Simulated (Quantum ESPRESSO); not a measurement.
# Single-point calculation, with input and output: Ru (part 2 of 2)

Ru (Fm-3m, 1 atom in the cell); Kohn-Sham DFT of a periodic cell, PBE, SSSP 1.3 efficiency PBE, no spin polarisation (Quantum ESPRESSO 7.5); cutoff 816.34 eV, 12×12×12 k-mesh, fermi-dirac of 0.05 eV. The structure derives from an entry of the Crystallography Open Database. The volume is scaled by 1.02.

**The program's output, continued**
```
          k = 0.2357 0.0000 0.0000 (   769 PWs)   bands (ev):

   -50.5877 -20.3107 -20.1713 -20.1713  16.1064  19.0016  20.7422  20.7422
    21.2474  22.5815  39.9256  41.0842  42.9859  42.9859

          k = 0.2946 0.0589-0.0589 (   762 PWs)   bands (ev):

   -50.5607 -20.4552 -20.2092 -20.2037  16.7972  18.6637  20.5651  21.0580
    21.6885  22.8352  39.6047  40.7899  42.5519  43.1606

          k = 0.3536 0.1179-0.1179 (   761 PWs)   bands (ev):

   -50.5281 -20.6371 -20.2452 -20.2421  17.3511  18.7298  20.0789  21.0660
    22.9740  23.3394  37.2383  40.2937  42.0333  43.6670

          k = 0.4125 0.1768-0.1768 (   765 PWs)   bands (ev):

   -50.4985 -20.7962 -20.2963 -20.2613  17.3895  19.1894  20.0046  20.8624
    23.8512  24.7108  34.4863  39.1870  41.5481  43.3014

          k =-0.2357-0.4714 0.4714 (   763 PWs)   bands (ev):

   -50.4799 -20.8907 -20.3439 -20.2617  17.3511  19.1439  20.6502  20.6528
    23.9806  26.5524  32.0853  38.4693  41.6635  42.0147

          k =-0.1768-0.4125 0.4125 (   757 PWs)   bands (ev):

   -50.4775 -20.8986 -20.3734 -20.2433  17.4232  19.1656  20.5528  20.8914
    23.5678  27.1210  31.7447  38.2254  41.0108  42.7662

          k =-0.1179-0.3536 0.3536 (   767 PWs)   bands (ev):

   -50.4919 -20.8214 -20.3734 -20.2109  17.6004  19.3909  20.3070  20.6126
    22.7633  26.0231  33.8570  38.4334  40.9278  44.7737

          k =-0.0589-0.2946 0.2946 (   755 PWs)   bands (ev):

   -50.5192 -20.6848 -20.3376 -20.1730  17.7082  19.2430  19.8610  20.8355
    21.8501  24.7235  36.4048  39.0584  41.9083  45.1912

          k = 0.0000-0.2357 0.2357 (   767 PWs)   bands (ev):

   -50.5519 -20.5331 -20.2661 -20.1397  17.1392  18.9986  20.2285  20.9892
    21.2620  23.5188  38.1553  39.9101  43.4836  43.9980

          k = 0.3536 0.0000 0.0000 (   769 PWs)   bands (ev):

   -50.5402 -20.5237 -20.2527 -20.2527  17.0930  18.1974  21.0253  21.6775
    21.6775  22.9857  40.4787  41.1557  41.1557  42.0006

          k = 0.4125 0.0589-0.0589 (   757 PWs)   bands (ev):

   -50.5131 -20.6493 -20.2996 -20.2903  17.3406  17.9301  20.8783  21.9608
    22.9410  23.3840  38.4849  40.1008  40.3225  43.2294

          k = 0.4714 0.1179-0.1179 (   762 PWs)   bands (ev):

   -50.4868 -20.7647 -20.3660 -20.3122  17.3997  18.0924  20.5889  21.8271
    23.9095  24.9641  35.5647  39.1451  39.5426  43.4330

          k =-0.1768-0.5303 0.5303 (   758 PWs)   bands (ev):

   -50.4682 -20.8285 -20.4454 -20.3127  17.4644  18.4513  20.4086  21.5800
    24.0501  27.3402  32.7495  38.0130  39.7932  42.6197

          k =-0.1179-0.4714 0.4714 (   759 PWs)   bands (ev):

   -50.4625 -20.8266 -20.5139 -20.2916  17.7162  18.7309  20.2455  21.3705
    23.6329  29.0145  31.3783  37.0223  41.0226  41.7261

          k =-0.0589-0.4125 0.4125 (   761 PWs)   bands (ev):

   -50.4713 -20.7781 -20.5342 -20.2545  18.1294  18.9768  19.7797  21.2539
    22.8514  27.8092  33.5780  36.4016  41.2342  43.0384

          k = 0.0000-0.3536 0.3536 (   762 PWs)   bands (ev):

   -50.4920 -20.7301 -20.4660 -20.2111  18.4275  19.0291  19.4029  21.1740
    22.0836  26.2723  35.8532  36.9177  41.2269  45.3273

          k = 0.4714 0.0000 0.0000 (   769 PWs)   bands (ev):

   -50.4925 -20.7287 -20.3334 -20.3334  17.0752  17.4900  22.3945  22.8275
    22.8275  23.4157  38.5642  38.5642  39.2684  43.9973

          k = 0.5303 0.0589-0.0589 (   761 PWs)   bands (ev):

   -50.4718 -20.8088 -20.3846 -20.3600  16.9704  17.3464  22.1797  22.9218
    23.9024  24.8107  36.4699  37.6887  38.0515  44.5369

          k =-0.1179-0.5893 0.5893 (   755 PWs)   bands (ev):

   -50.4565 -20.8383 -20.4706 -20.3632  17.0418  17.5872  21.5945  22.6642
    24.1340  27.3731  33.8084  36.7535  37.7919  44.1165

          k =-0.0589-0.5303 0.5303 (   752 PWs)   bands (ev):

   -50.4508 -20.7966 -20.5808 -20.3423  17.3100  18.1203  20.8672  22.3291
    23.7959  30.0818  31.5118  35.5307  38.9621  43.2785

          k =-0.0000-0.4714 0.4714 (   740 PWs)   bands (ev):

   -50.4562 -20.6924 -20.6867 -20.3026  17.7688  18.7386  20.0458  21.8841
    23.2209  29.4981  32.8307  34.7790  40.8904  42.2719

          k = 0.5893 0.0000 0.0000 (   753 PWs)   bands (ev):

   -50.4575 -20.8741 -20.3920 -20.3920  16.6143  17.0191  23.7494  23.9058
    23.9058  24.6126  36.4246  36.4246  36.7343  44.9730

          k =-0.0589-0.6482 0.6482 (   759 PWs)   bands (ev):

   -50.4478 -20.8979 -20.4340 -20.4000  16.5936  17.0307  23.2301  23.5753
    24.2524  26.6776  34.8846  35.7885  36.1991  45.2168

          k = 0.0000-0.5893 0.5893 (   754 PWs)   bands (ev):

   -50.4454 -20.8604 -20.5130 -20.3819  16.8588  17.4231  22.0747  23.1349
    24.0725  28.8336  33.0509  35.1840  37.1656  44.5542

          k =-0.7071 0.0000 0.0000 (   740 PWs)   bands (ev):

   -50.4447 -20.9264 -20.4134 -20.4134  16.4081  16.8551  23.8759  24.3859
    24.3859  25.8551  35.2551  35.5688  35.5688  45.1627

          k = 0.2357 0.1179-0.0000 (   764 PWs)   bands (ev):

   -50.5781 -20.3917 -20.1968 -20.1417  16.3910  19.0453  20.4634  20.7478
    21.4921  22.7017  39.5912  40.0337  43.0802  44.6471

          k = 0.2946 0.1768-0.0589 (   764 PWs)   bands (ev):

   -50.5455 -20.5664 -20.2546 -20.1677  17.1844  18.9386  20.1277  20.9264
    21.8645  23.4463  37.8532  40.1005  43.0546  44.0670

          k = 0.3536 0.2357-0.1179 (   763 PWs)   bands (ev):

   -50.5128 -20.7452 -20.2969 -20.2019  17.4164  19.6023  19.7309  20.7392
    22.7567  24.5442  35.4187  39.2303  41.8502  44.9107

          k =-0.2946-0.4125 0.5303 (   762 PWs)   bands (ev):

   -50.4887 -20.8760 -20.3211 -20.2319  17.3053  19.3671  20.4321  20.7702
    23.5260  25.8574  32.8756  38.4931  41.2432  43.7278

          k =-0.2357-0.3536 0.4714 (   752 PWs)   bands (ev):

   -50.4798 -20.9237 -20.3285 -20.2441  17.2444  19.2524  20.4083  21.1756
    23.7934  26.7122  31.5419  38.2350  41.2274  42.8275

          k = 0.3536 0.1179 0.0000 (   761 PWs)   bands (ev):

   -50.5337 -20.5744 -20.2816 -20.2246  17.3685  18.3383  20.2794  21.6705
    22.0029  23.4368  38.8013  40.2160  41.8943  42.9284

          k = 0.4125 0.1768-0.0589 (   761 PWs)   bands (ev):

   -50.5042 -20.7065 -20.3482 -20.2555  17.7015  18.4365  19.8970  21.6663
    22.8721  24.6780  36.5851  39.2335  40.4861  44.0188

          k =-0.2357-0.4714 0.5893 (   763 PWs)   bands (ev):

   -50.4801 -20.8098 -20.4032 -20.2831  17.6823  18.7821  19.8639  21.4007
    23.6267  26.4108  33.7619  38.7808  39.5614  43.6630

          k =-0.1768-0.4125 0.5303 (   757 PWs)   bands (ev):

   -50.4681 -20.8554 -20.4453 -20.2887  17.7538  18.7527  20.2333  21.1465
    23.7675  28.2165  31.5668  38.2458  39.5804  42.9244

          k =-0.1179-0.3536 0.4714 (   757 PWs)   bands (ev):

   -50.4713 -20.8346 -20.4621 -20.2690  17.9333  18.8069  20.1013  21.1078
    23.3732  27.8210  32.3934  37.7656  39.9798  43.4539

          k =-0.0589-0.2946 0.4125 (   762 PWs)   bands (ev):

   -50.4889 -20.7614 -20.4362 -20.2332  18.1377  19.1333  19.3142  21.3028
    22.5972  26.2635  34.9782  37.7681  40.5248  45.0791

          k = 0.0000-0.2357 0.3536 (   762 PWs)   bands (ev):

   -50.5161 -20.6647 -20.3600 -20.1951  18.0169  18.6889  19.6410  21.5272
    21.7292  24.7686  37.1068  38.7345  41.5650  44.4240

          k = 0.4714 0.1179 0.0000 (   762 PWs)   bands (ev):

   -50.4892 -20.7397 -20.3656 -20.3176  17.3719  17.6985  20.9500  22.8200
    22.9506  24.6197  37.4452  38.0904  39.3059  44.3421

          k =-0.1768-0.5303 0.6482 (   760 PWs)   bands (ev):

   -50.4684 -20.7996 -20.4412 -20.3429  17.4149  17.8650  20.6577  22.5163
    23.7170  26.5948  34.8595  37.5573  38.0719  44.5926

          k =-0.1179-0.4714 0.5893 (   754 PWs)   bands (ev):

   -50.4563 -20.8038 -20.5305 -20.3443  17.5659  18.2753  20.3156  22.0796
    23.8980  29.0090  32.2459  36.8036  38.1473  43.9912

          k =-0.0589-0.4125 0.5303 (   749 PWs)   bands (ev):

   -50.4562 -20.7572 -20.6056 -20.3190  17.9296  18.6617  19.8444  21.7586
    23.5173  29.7043  32.1085  35.6820  39.2860  43.7139

          k =-0.0000-0.3536 0.4714 (   753 PWs)   bands (ev):

   -50.4681 -20.7435 -20.5706 -20.2772  18.4561  18.9128  19.1595  21.6422
    22.8939  27.9775  34.9103  35.0257  40.1796  44.3720

          k =-0.1179-0.5893 0.7071 (   757 PWs)   bands (ev):

   -50.4566 -20.8530 -20.4266 -20.3893  16.8914  17.2671  22.1025  23.4491
    23.9031  26.4819  35.6898  36.0726  36.8522  45.5036

          k =-0.0589-0.5303 0.6482 (   751 PWs)   bands (ev):

   -50.4477 -20.8407 -20.5055 -20.3933  17.0596  17.5627  21.4870  22.9253
    24.1758  28.7279  33.5726  35.5444  36.5638  45.2441

          k =-0.0000-0.4714 0.5893 (   748 PWs)   bands (ev):

   -50.4476 -20.7707 -20.6088 -20.3655  17.4219  18.1558  20.6059  22.3448
    23.9139  30.9674  31.5421  34.8520  37.8289  44.4943

          k =-0.7071 0.1179 0.0000 (   758 PWs)   bands (ev):

   -50.4446 -20.8930 -20.4488 -20.4161  16.6781  17.1160  22.7261  23.4569
    24.3869  27.6848  34.7053  35.2456  35.6718  45.9150

          k =-0.2357-0.4714 0.7071 (   763 PWs)   bands (ev):

   -50.4802 -20.7545 -20.4529 -20.2886  18.1454  18.2925  19.5435  22.2613
    22.8171  26.4059  35.9255  36.7763  39.4288  45.4865

          k =-0.1768-0.4125 0.6482 (   755 PWs)   bands (ev):

   -50.4627 -20.7771 -20.5310 -20.3239  18.1633  18.5342  19.4584  21.9165
    23.4938  28.3197  33.5027  36.5111  38.4270  45.1198

          k =-0.1179-0.3536 0.5893 (   748 PWs)   bands (ev):

   -50.4562 -20.7824 -20.5603 -20.3392  18.2295  18.4448  19.6494  21.6791
    23.7627  30.0269  31.4419  37.1359  37.5375  44.6295

          k =-0.1179-0.4714 0.7071 (   748 PWs)   bands (ev):

   -50.4540 -20.7939 -20.5203 -20.3810  17.5790  17.9938  20.3103  22.5675
    23.8958  28.5697  34.8421  34.9570  36.9398  46.1732

          k =-0.0589-0.4125 0.6482 (   750 PWs)   bands (ev):

   -50.4475 -20.7441 -20.6079 -20.3950  17.7472  18.4796  19.8149  22.0646
    24.1461  30.8183  32.4159  35.1689  36.3213  46.1694

          k = 0.0000-0.3536 0.5893 (   751 PWs)   bands (ev):

   -50.4507 -20.7078 -20.6465 -20.3699  18.0059  18.9831  19.1442  21.9101
    23.8904  30.2476  33.1498  34.6012  37.3331  46.0633

          k =-0.7071 0.2357 0.0000 (   750 PWs)   bands (ev):

   -50.4444 -20.8012 -20.5448 -20.4216  17.3398  17.8851  20.7671  22.4897
    24.3890  30.1118  34.1047  34.1857  35.5761  46.3961

          k =-0.7071 0.3536 0.0000 (   744 PWs)   bands (ev):

   -50.4443 -20.6740 -20.6740 -20.4243  17.7787  19.1223  19.1223  21.8958
    24.3900  32.3870  32.3870  33.8993  35.5002  47.7631

     the Fermi energy is    22.3406 ev

!    total energy              =    -188.53561800 Ry
     estimated scf accuracy    <          1.8E-11 Ry
     smearing contrib. (-TS)   =      -0.00047428 Ry
     internal energy E=F+TS    =    -188.53514372 Ry

     The total energy is F=E-TS. E is the sum of the following terms:
     one-electron contribution =     -36.11023006 Ry
     hartree contribution      =      28.45150023 Ry
     xc contribution           =     -19.77406376 Ry
     ewald contribution        =    -161.10235012 Ry

     convergence has been achieved in   7 iterations

     Forces acting on atoms (cartesian axes, Ry/au):

     atom    1 type  1   force =     0.00000000    0.00000000    0.00000000

     Total force =     0.000000     Total SCF correction =     0.000000

     Computing stress (Cartesian axis) and pressure

          total   stress  (Ry/bohr**3)                   (kbar)     P=     -100.31
  -0.00068189   0.00000000   0.00000000         -100.31        0.00        0.00
   0.00000000  -0.00068189   0.00000000            0.00     -100.31        0.00
   0.00000000   0.00000000  -0.00068189            0.00        0.00     -100.31

=------------------------------------------------------------------------------=
   JOB DONE.
=------------------------------------------------------------------------------=
```

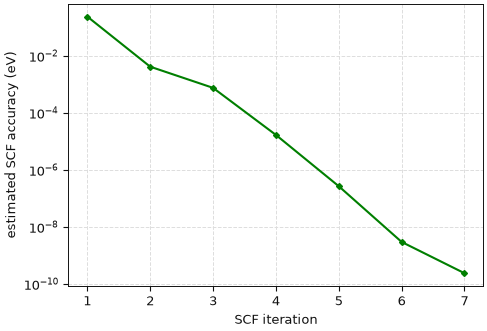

Convergence of the self-consistent field: estimated SCF accuracy against the iteration. The field takes 7 iterations in all.

This output came from the following input.

**The input**
```
&CONTROL
  calculation = 'scf'
  prefix = 'pwscf'
  outdir = './tmp'
  pseudo_dir = './pseudo'
  tprnfor = .true.
  tstress = .true.
  disk_io = 'nowf'
/
&SYSTEM
  ibrav = 0
  nat = 1
  ntyp = 1
  ecutwfc = 60
  nbnd = 14
  occupations = 'smearing'
  smearing = 'fd'
  degauss = 0.00367493
/
&ELECTRONS
  conv_thr = 2d-10
  electron_maxstep = 120
  mixing_beta = 0.5
/
ATOMIC_SPECIES
Ru   101.0700 Ru_ONCV_PBE-1.0.oncvpsp.upf
CELL_PARAMETERS angstrom
   0.0000000000    1.9276824888    1.9276824888
   1.9276824888    0.0000000000    1.9276824888
   1.9276824888    1.9276824888    0.0000000000
ATOMIC_POSITIONS crystal
Ru     0.0000000000    0.0000000000    0.0000000000
K_POINTS automatic
12 12 12 0 0 0
```

Launched with:
```bash
OMP_NUM_THREADS=1 pw.x -in pw.in > pw.out
```

**Summary**

```csv
quantity,value
outcome,converged
space group (tolerance 0.01 Å),Fm-3m (225)
electrons treated,16
free energy,−2565.1578 eV
Fermi energy,22.341 eV
gap on the k-point mesh,none (metallic)
pressure,−10.03 GPa
largest force (length of the vector),under 0.001 eV/Å
hardware,"1 thread of Intel Xeon (Granite Rapids), 192 GiB of memory available, shared host"
wall time,4.6 s
peak memory,0.06 GiB
```

**Notes**

The cell is under a tension of 10.0 GPa at this level, so it is not at its equilibrium volume.
